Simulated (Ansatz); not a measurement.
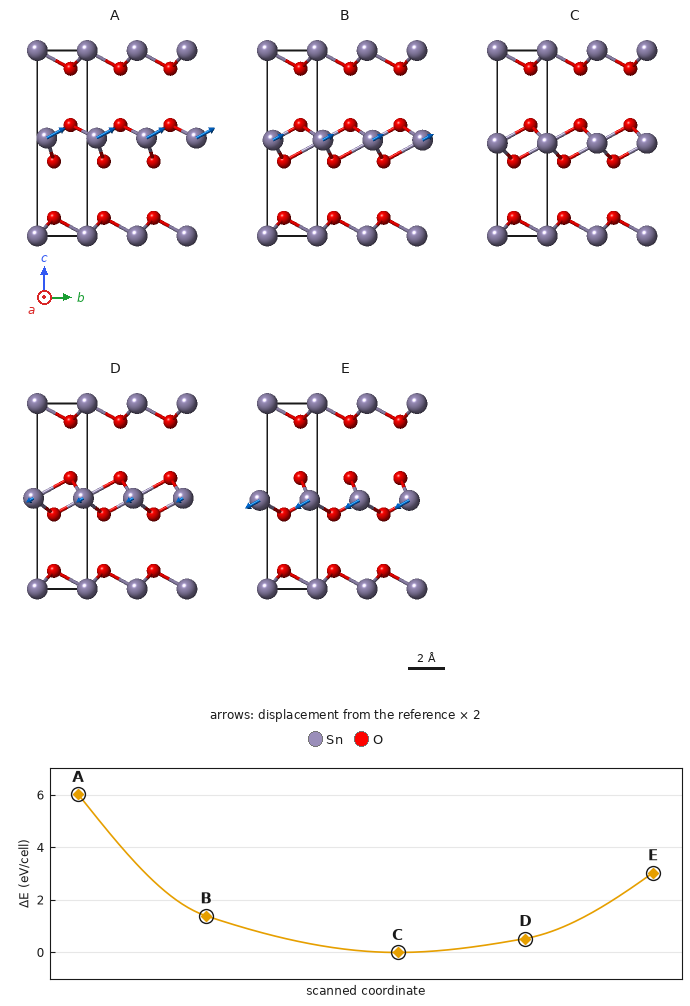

A scan of a crystal of SnO2 (P6_3/mmc) along one coordinate. The picture is a ball-and-stick view of the cell of the calculation, repeated 2 × 3 × 1 with one cell outlined, seen along the a axis. Blue arrows: displacements from the reference.

Method: DFT PBE+D3(BJ), scalar-relativistic, plane waves, PAW (Ansatz). (plane-wave cutoff 420 eV; k-point mesh 12 × 12 × 4; occupations gaussian; smearing width 0.05 eV; no spin polarisation). Energies (free energies at the smearing named) are counted from the relaxed crystal.

Q: What is being scanned?

A: A Sn atom (one in each cell of 6 atoms) is moved towards the nearest copy of atom 3 (O) at 2.114 Å, all else fixed. In the frames the displacement is −0.60 Å (A), −0.36 Å (B), 0.00 Å (C), 0.24 Å (D), 0.48 Å (E). Of the computed points the lowest is at the displacement 0.00 Å, 0.00 eV/cell. At the ends of the scan the energy is 6.02 eV/cell (−0.60 Å) and 3.04 eV/cell (0.48 Å). The curvature at zero is about 30 eV/Å². At the highest point the shortest interatomic distance is 1.51 Å, against 2.11 Å in the reference. The distortion takes the space group from P6_3/mmc to Cm.
